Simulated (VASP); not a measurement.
NaF (space group Fm-3m, No. 225). Coordinates: the geometry relaxed with VASP Kohn-Sham DFT of a periodic cell, HSE06 with D4, VASP PAW PBE potentials, soft in VASP 6.6.1.

```cif
data_structure
_symmetry_space_group_name_H-M 'Fm-3m'
_symmetry_Int_Tables_number 225
_cell_length_a 4.6247
_cell_length_b 4.6247
_cell_length_c 4.6247
_cell_angle_alpha 90.000
_cell_angle_beta 90.000
_cell_angle_gamma 90.000
_cell_volume 98.91
loop_
_atom_site_label
_atom_site_type_symbol
_atom_site_symmetry_multiplicity
_atom_site_Wyckoff_symbol
_atom_site_fract_x
_atom_site_fract_y
_atom_site_fract_z
_atom_site_occupancy
Na1 Na 4 a 0.00000 0.00000 0.00000 1
F1 F 4 b 0.50000 0.00000 0.00000 1
```

Bonds are taken as F–Na below 2.6 Å; no other contact counts. Simplification: prune 0- and 1-connected atoms, fold 2-connected ones into links.

What net does this leave?

The result is a uninodal 6-connected, three-periodic net: Na and F are 6-connected nodes. It is the pcu net, known from NaCl, ReO3 and the B-X framework of perovskite. It is a single net, without interpenetration.

```
    node  links  point symbol  coordination sequence
Na and F      6      4^12.6^3     6 18 38 66 102 146
```

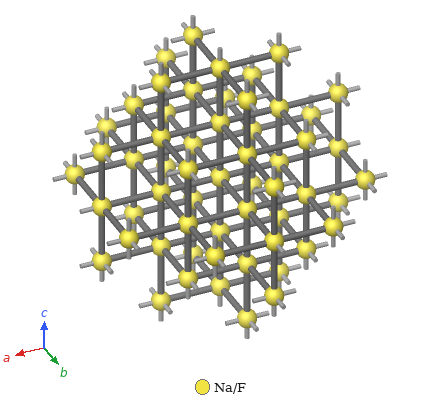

Nodes are coloured by topological kind. Short stubs are edges that leave the cut-out.
